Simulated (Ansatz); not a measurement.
# TiO2: what SCF settings change

Wanted: the cost and the effect of other mixers, smearings and limits on one cell of TiO2. The cell (6 atoms) is TiO₂ in the deposited crystal structure (space group I4_1/amd). Source: COD entry 2310710; the sample's temperature and pressure aren't taken into account.

Computed with Ansatz 0.2.0 (DFT r2SCAN, PAW, plane waves, scalar-relativistic, unless a step's input says otherwise).

2 further runs of the same task are left out: 2 that didn't finish.

### 1 The starting structure

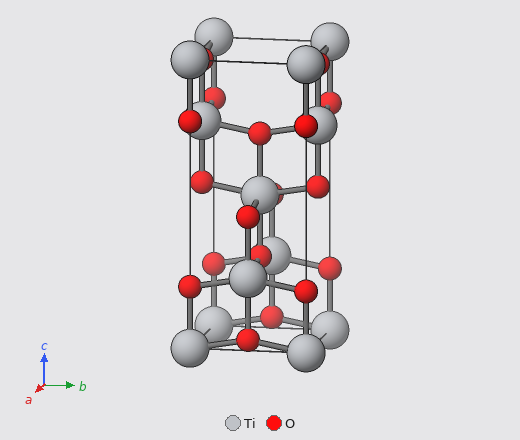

Start, viewed slightly off an axis; titanium light grey, oxygen red. Atoms on the faces are drawn again on the opposite ones. The cell drawn here is the conventional one.

Structure file:

```xyz
6
Lattice="-1.9360 1.9360 4.8080 1.9360 -1.9360 4.8080 1.9360 1.9360 -4.8080" Properties=species:S:1:pos:R:3 pbc="T T T"
Ti    0.0000    0.0000    0.0000
Ti    0.0000    1.9360    2.4040
O     0.0000    0.0000    7.5659
O     0.0000    1.9360    0.3539
O     0.0000    1.9360    4.4541
O     0.0000    0.0000    2.0501
```

Labels such as O6 number the atoms in the order of the input file.

After the default run come: linear mixing, β 0.7, Kerker; cold smearing, width 2.0 eV; Anderson, β 0.02, history 4, no preconditioner; Broyden, β 0.3, history 4, no preconditioner; one k-point (Gamma), no switch to direct minimisation.

The search for lower states is off throughout, and inputs that name a mixer don't switch to direct minimisation unless they say so. Spin is collinear, with starting moments Ti1 1.00, Ti2 1.00 μB. β is the mixing step of the charge; the magnetisation has a step of its own, which the program sets unless it is named.

### 2 Default SCF settings

The input, input.yaml:

```yaml
crystal:
  lattice:
    - [-1.936, 1.936, 4.808]
    - [1.936, -1.936, 4.808]
    - [1.936, 1.936, -4.808]
  atoms:
    - { symbol: Ti, position: [0.0, 0.0, 0.0], spin: 1.0 }
    - { symbol: Ti, position: [0.75, 0.25, 0.5], spin: 1.0 }
    - { symbol: O, position: [0.7868, 0.7868, 0.0] }
    - { symbol: O, position: [0.5368, 0.0368, 0.5] }
    - { symbol: O, position: [0.9632, 0.4632, 0.5] }
    - { symbol: O, position: [0.2132, 0.2132, 0.0] }
magnetization:
  spin_polarized: true
hamiltonian:
  xc: r2scan
  pseudopotentials: { kind: paw }
basis:
  ecutwfc: 500
kpoints:
  mp_grid: { grid: [5, 5, 7] }
scf:
  occupations: { method: fermi_dirac, width: 0.02 }
  lower_state_search: "off"
output:
  forces: true
  stress: true
```

Started as:

```
$ ansatz run input.yaml --threads 2 --pin off --max-ram 5120MiB --backend cpu --events-out ev --progress --plain --runs-dir out
```

Standard output, cut to the lines that bear on the results:

```text
Warning: crystal.symmetry: narrowed to the stabiliser of the k-point mesh — unitary ops 16 → 4; excluded 12 operations that carry a point of the 5×5×7 mesh (shift [0, 0, 0]) off the mesh (the run samples exactly the mesh kpoints.mp_grid names, as under crystal.symmetry.detect: false, and [...]
basis.fft_grid_basis auto: the FFT boxes are laid along the combinations [[1, 0, 1], [0, 1, 1], [0, 0, 1]] of the cell's own vectors, 3.872, 3.872 and 5.533 Å long. The dense box has 30×30×45 points. Along the cell's own vectors, as sized, it would have 45×45×45, 2.25 times as many. [...]
Pseudopotentials: kind: paw
Pseudopotential: Ti, paw, valence charge 12, recommended cutoff 500 eV (meta_gga), Ti.paw.azcp
Pseudopotential: O, paw, valence charge 6, recommended cutoff 500 eV (meta_gga), O.paw.azcp
Functional definition: r2SCAN
[...]
Crystal: 6 atoms, lattice volume = 72.083 Å³
Basis set: ecut = 500 eV, 1805 PW (Γ), FFT grids on a1+a3, a2+a3, a3, exchange–correlation on 120×120×180 points (64 copies of the dense FFT grid, shifted against one another)
Bands: 31, of which v1, the nominal top of the filled ones, is band 24 counted from 1 (23 counted from 0)
Symmetry: 4 space group operations
k-points: 54 of 175
[...]
Starting moments: Σ|m| = 2 μB on 2 of 6 sites
[...]
SCF iter   1: F=-7290.788746 eV  HF=-7291.941706 eV  |F-HF|=1.15e0  |Δ(HF+E_count)|=         —  Δρ=5.86e-2 (↑5.86e-2 ↓4.84e-2)  dr2=3.56e0  dr2_τ=1.98e-1  dr2_m=1.14e0  M=0.000 μB ∫|m|=0.506 μB  β_m=0.30  ethr=3.10e-3  ⟨swp⟩=6.0  Hψ=14122  notcnv=0
[...]
spin=Collinear: Resta preconditioning applied to the charge; magnetization (m = ρ↑ − ρ↓) channel mixes plain (no charge-response kernel on spin).
[...]
SCF iter  17: F=-7292.418348 eV  HF=-7292.418348 eV  |F-HF|=5.28e-11  |Δ(HF+E_count)|=   1.41e-9  Δρ=2.45e-7 (↑2.45e-7 ↓2.29e-7)  dr2=6.32e-12  dr2_τ=1.07e-12  dr2_m=3.54e-11  M=0.000 μB ∫|m|=0.000 μB  ethr=1.00e-12  ⟨swp⟩=1.0  Hψ=9666  notcnv=0
WARN: the starting moments were not kept: the SCF closed with an absolute magnetisation of 5.8e-6 μB, where they sum to 2 μB in size (2 sites). That is at most 0.1 of that sum. Measured as dr2_m measures the in/out step, that magnetisation stands 6.7e-12 eV from none, at or under the [...]
this state was not tested for a lower state beside it, because the mixer in use, unlike msr1, does not test its closes by its own steps (another_mixer; see scf.mixing.algorithm and scf.lower_state_search)
SCF converged after 17 iterations
Magnetization: 0.0000 μB (24.0000 up, 24.0000 down)
Absolute magnetization: 0.0000 μB (∫|ρ↑−ρ↓|, with the PAW one-centre terms)
Spin contamination: 0.0000 ħ² per cell (⟨S²⟩ above its minimum at these occupations)
Per-site moments (μB) at R_I (Å): [(-4.887131761119228e-7, 0.8118309293245574), (-4.88713175990118e-7, 0.8118309293245572), (2.899498303879037e-7, 0.8118309293245574), (2.8994983050777734e-7, 0.8118309293245574), (2.8994983038219994e-7, 0.8118309293245574), (2.899498303867084e-7, [...]
Free energy (F): -7292.418348 eV
[...]
E sigma→0 (E₀):  -7292.418348 eV
Fermi energy:    7.458793 eV
[...]
--- Forces (eV/Å), atoms counted from 1 ---
  atom   1  Ti     0.00001515    -0.00001515    -0.00000000
  atom   2  Ti    -0.00001515     0.00001515     0.00000000
  atom   3  O     -0.00000673     0.00000119     0.81125196
  atom   4  O      0.00000119    -0.00000673     0.81125196
  atom   5  O      0.00000673    -0.00000119    -0.81125196
  atom   6  O     -0.00000119     0.00000673    -0.81125196
[...]
--- Stress (GPa, compression-positive) ---
      -12.095163      -0.000268       0.000013
       -0.000268     -12.095163       0.000013
        0.000013       0.000013     -15.277915
  P = ⅓ Tr σ = -13.1561 GPa (-131.561 kbar)
```

It took 35 s on 2 threads of Arm Neoverse V2, shared host; peak memory 0.67 GiB.

The reference: 17 iterations with the default settings (Broyden mixing, preconditioner Resta); non-magnetic, a gap of 2.18 eV on the k-mesh.

### 3 Linear mixing, β 0.7, Kerker

input.yaml: that of step 2 with these lines changed.

```diff
@@ -24,2 +24,5 @@
   lower_state_search: "off"
+  algorithm: density_mixing
+  max_iter: 70
+  mixing: { algorithm: anderson, ndim: 1, beta: 0.7, preconditioner: kerker }
 output:
```

Started as:

```
$ ansatz run input.yaml --threads 2 --pin off --max-ram 5120MiB --backend cpu --events-out ev --progress --plain --runs-dir out
```

Standard output, cut to the lines that bear on the results:

```text
[... 25 lines as in an earlier run ...]
Starting moments: Σ|m| = 2 μB on 2 of 6 sites
[... 2 lines as in an earlier run ...]
spin=Collinear: Kerker preconditioning applied to the charge; magnetization (m = ρ↑ − ρ↓) channel mixes plain (no charge-response kernel on spin).
SCF iter   1: F=-7290.788746 eV  HF=-7291.941706 eV  |F-HF|=1.15e0  |Δ(HF+E_count)|=         —  Δρ=5.86e-2 (↑5.86e-2 ↓4.84e-2)  dr2=3.56e0  dr2_τ=1.98e-1  dr2_m=1.14e0  M=0.000 μB ∫|m|=0.506 μB  β_m=0.70  ethr=3.10e-3  ⟨swp⟩=6.0  Hψ=14122  notcnv=0
[...]
spin-set hold released at iteration 9 (site moments contracting): the magnetisation degrees of freedom join the quasi-Newton model from the next iteration; the mixer history was flushed
[...]
SCF iter  47: F=-7292.418348 eV  HF=-7292.418348 eV  |F-HF|=6.47e-8  |Δ(HF+E_count)|=   5.73e-9  Δρ=5.16e-6 (↑5.16e-6 ↓5.16e-6)  dr2=7.11e-8  dr2_τ=3.09e-9  dr2_m=4.11e-17  M=0.000 μB ∫|m|=0.000 μB  ethr=2.08e-10  ⟨swp⟩=4.0  Hψ=10013  notcnv=0
WARN: the starting moments were not kept: the SCF closed with an absolute magnetisation of 7.7e-9 μB, where they sum to 2 μB in size (2 sites). That is at most 0.1 of that sum. Measured as dr2_m measures the in/out step, that magnetisation stands 9.3e-18 eV from none, at or under the [...]
[... 1 line as in an earlier run ...]
SCF converged after 47 iterations
Magnetization: 0.0000 μB (24.0000 up, 24.0000 down)
Absolute magnetization: 0.0000 μB (∫|ρ↑−ρ↓|, with the PAW one-centre terms)
Spin contamination: 0.0000 ħ² per cell (⟨S²⟩ above its minimum at these occupations)
Per-site moments (μB) at R_I (Å): [(-3.531703461512179e-10, 0.8118309293245574), (-3.531702623388704e-10, 0.8118309293245572), (-4.5175832622882595e-10, 0.8118309293245574), (-4.517582729196794e-10, 0.8118309293245574), (-4.517583522772887e-10, 0.8118309293245574), [...]
Free energy (F): -7292.418348 eV
[...]
E sigma→0 (E₀):  -7292.418348 eV
Fermi energy:    7.458791 eV
[... 30 lines left out: energy terms, forces, stress ...]
```

It took 69 s on 2 threads of Arm Neoverse V2, shared host; peak memory 0.66 GiB.

It takes 47 iterations (default 17). Against the default run: the same free energy.

### 4 Cold smearing, width 2.0 eV

input.yaml: that of step 3 with these lines changed.

```diff
@@ -22,7 +22,5 @@
 scf:
-  occupations: { method: fermi_dirac, width: 0.02 }
+  occupations: { method: cold, width: 2.0 }
   lower_state_search: "off"
-  algorithm: density_mixing
   max_iter: 70
-  mixing: { algorithm: anderson, ndim: 1, beta: 0.7, preconditioner: kerker }
 output:
```

Started as:

```
$ ansatz run input.yaml --threads 2 --pin off --max-ram 5120MiB --backend cpu --events-out ev --progress --plain --runs-dir out
```

Standard output, cut to the lines that bear on the results:

```text
[... 2 lines as in an earlier run ...]
band count auto-derived: 36 (N_el = 48.0; filled up to band 24; 31 by the electrons, moments and atoms)
[... 12 lines as in an earlier run ...]
Bands: 36, of which v1, the nominal top of the filled ones, is band 24 counted from 1 (23 counted from 0)
[... 10 lines as in an earlier run ...]
Starting moments: Σ|m| = 2 μB on 2 of 6 sites
[... 2 lines as in an earlier run ...]
SCF iter   1: F=—  HF=-7290.134846 eV  |F-HF|=—  |Δ(HF+E_count)|=         —  Δρ=5.63e-2 (↑5.63e-2 ↓4.86e-2)  dr2=3.04e0  dr2_τ=1.73e-1  dr2_m=1.10e0  M=0.083 μB ∫|m|=0.487 μB  β_m=0.30  ethr=3.10e-3  ⟨swp⟩=4.8  Hψ=15016  notcnv=0
[...]
[... 1 line as in an earlier run ...]
[...]
spin-set hold released at iteration 8 (site moments contracting): the magnetisation degrees of freedom join the quasi-Newton model from the next iteration; the mixer history was flushed
[...]
WARN: the starting moments were not kept: the SCF closed with an absolute magnetisation of 1.8e-4 μB, where they sum to 2 μB in size (2 sites). That is at most 0.1 of that sum. Measured as dr2_m measures the in/out step, that magnetisation stands 1.1e-8 eV from none, at or under the [...]
Free energy (F): -7290.636127 eV
[...]
E sigma→0 (E₀):  -7291.784488 eV
Entropy (-TS):   3.445083 eV (574.181 meV/atom)
Fermi energy:    6.812045 eV
Step filling:    the computed levels leave a gap of 2.3886 eV = 1.2 smearing widths at the electron count; against every level under it full and every level over it empty, smearing changes F+E_penalty+E_count by +1808.965 meV and its σ→0 estimate by +660.604 meV
[...]
--- Forces (eV/Å), atoms counted from 1 ---
  atom   1  Ti     0.00000285    -0.00000285    -0.00000000
  atom   2  Ti    -0.00000285     0.00000285     0.00000000
  atom   3  O     -0.00000327     0.00000009     0.54745370
  atom   4  O      0.00000009    -0.00000327     0.54745370
  atom   5  O      0.00000327    -0.00000009    -0.54745370
  atom   6  O     -0.00000009     0.00000327    -0.54745370
[...]
--- Stress (GPa, compression-positive) ---
      -16.007154      -0.000016       0.000007
       -0.000016     -16.007154       0.000007
        0.000007       0.000007     -16.062287
  P = ⅓ Tr σ = -16.0255 GPa (-160.255 kbar)
```

Run time: 45 s. Hardware: 2 threads of Arm Neoverse V2, shared host; peak memory 0.67 GiB.

It takes 21 iterations (default 17). Against the default run: free energy shifted by +297 meV/atom, zero-width estimate shifted by +106 meV/atom, so these numbers say nothing of the material, forces change by up to 0.264 eV/Å, pressure -16.0 GPa against -13.2.

[end of part 1 of 2]
